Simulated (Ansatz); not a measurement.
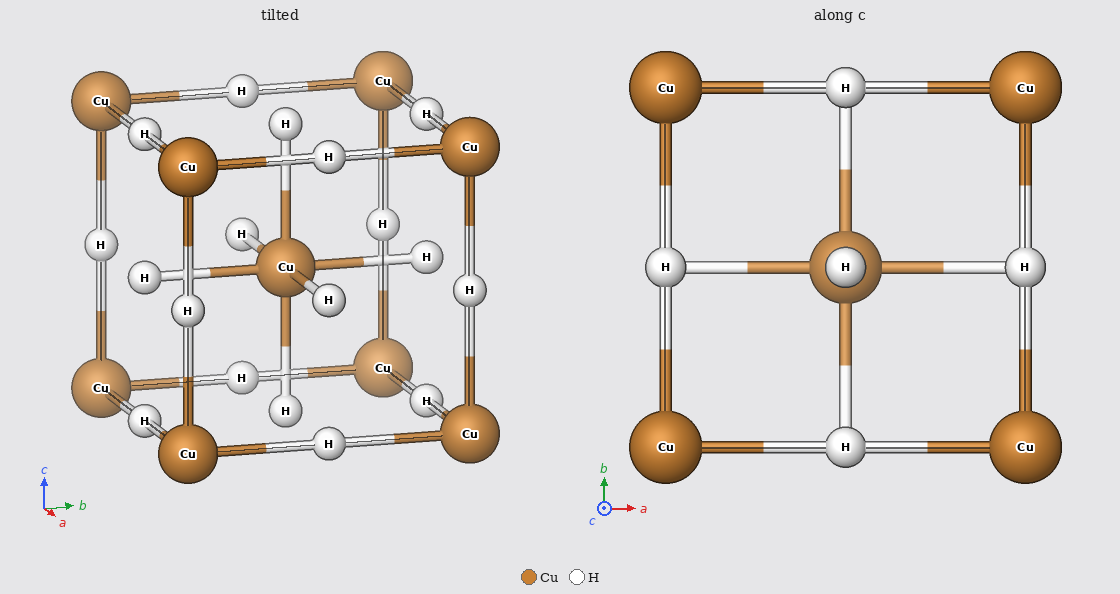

View slightly off an axis and along the c axis, drawn as a ball-and-stick model. Lines trace the edges of the conventional unit cell. Cell: a = 3.63 Å, b = 3.63 Å, c = 3.63 Å, α = 90.00°, β = 90.00°, γ = 90.00°.

It goes back to a random cell made by a generator, so it need not be a real form of the compound. Earlier steps of the study may have refined or changed the cell and positions. It was run through Ansatz as a DFT input.

What can be read from this drawing?

Answer. The formula is CuH3. It is body-centred cubic, space group Im-3m (No. 229). In the cell are 2 Cu, 6 H, which makes 2 formula units. The neighbours of Cu are six H in an octahedral arrangement at about 1.8 Å. H bonds to two Cu in a linear arrangement at about 1.8 Å. The bonds build a three-dimensional framework.

Electronic-structure method: Ansatz, DFT PBE, scalar-relativistic, plane waves, PAW. Parameters: cutoff 420 eV, k-points about 0.14 Å⁻¹ apart, Gaussian smearing of 0.1 eV, no spin polarisation.

What does the calculation say: metal or gapped?

Answer. A metal: bands cross the Fermi level.

What net charge does each kind of atom have (Bader)?

Answer. Cu +0.40 e; H -0.13 e.

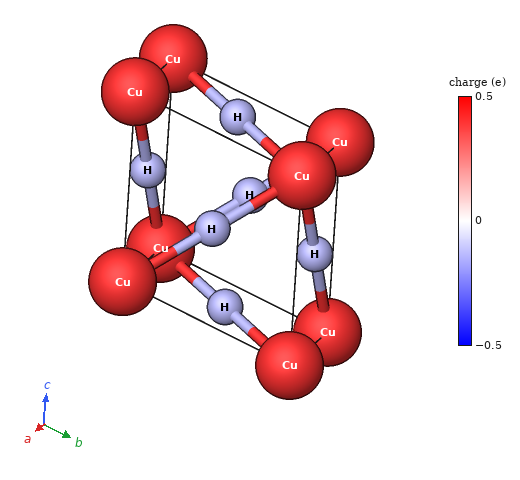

The atoms coloured by those charges. The run's cell of 4 atoms is drawn, so axes and origin can differ from the first picture.

Does this geometry sit at a stationary point of the energy?

Answer. Yes. All forces vanish to within 0.01 eV/Å. The pressure is 0.0 GPa, close to zero.
